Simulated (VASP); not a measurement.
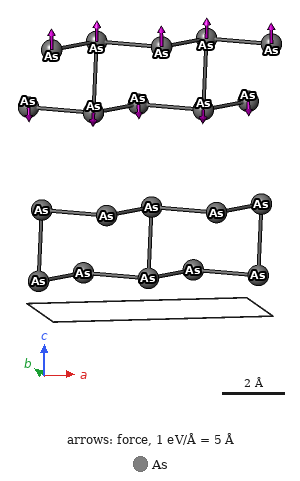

Starting geometry of a slab of composition As with the computed forces as purple arrows. A ball-and-stick model of the 2 × 1 repeat of the cell, outlined in the plane, without the vacuum, seen slightly off an axis.

The run lets the atoms move in a fixed cell. 4 atoms are held fixed.

The calculation used VASP, Kohn-Sham DFT of a periodic cell, PBE with D3, VASP PAW PBE potentials, recommended.

Input file:
```
ALGO = Normal ; DIPOL = 0.5 0.5 0.500
EDIFF = 1E-6 ; EDIFFG = -0.005
ENCUT = 520 ; GGA = PE
IBRION = 2 ; IDIPOL = 3
ISIF = 2 ; ISMEAR = 0
IVDW = 11 ; LASPH = T
LCHARG = F ; LDIPOL = T
LREAL = F ; LWAVE = F
NELM = 100 ; NSW = 60
PREC = Accurate ; SIGMA = 0.05
```

Command:
```bash
cat potpaw_PBE.64/As/POTCAR > POTCAR
mpirun -np 1 vasp_std > vasp.out
```

What follows when this structure is relaxed?

Answer. It isn't relaxed: the largest force vector, on As atoms, is 0.14 eV/Å. The final displacements have little in common with the starting forces (cosine between the two patterns 0.27). The energy falls by 6.4 meV per cell of the calculation in 17 geometry steps. Largest force component: 0.14 eV/Å at the start, 0.14 eV/Å at the end. The largest moves, 0.11 Å, are those of As atoms. The cell stays as it was. Some distances before and after: As–As 2.479 → 2.498 Å.
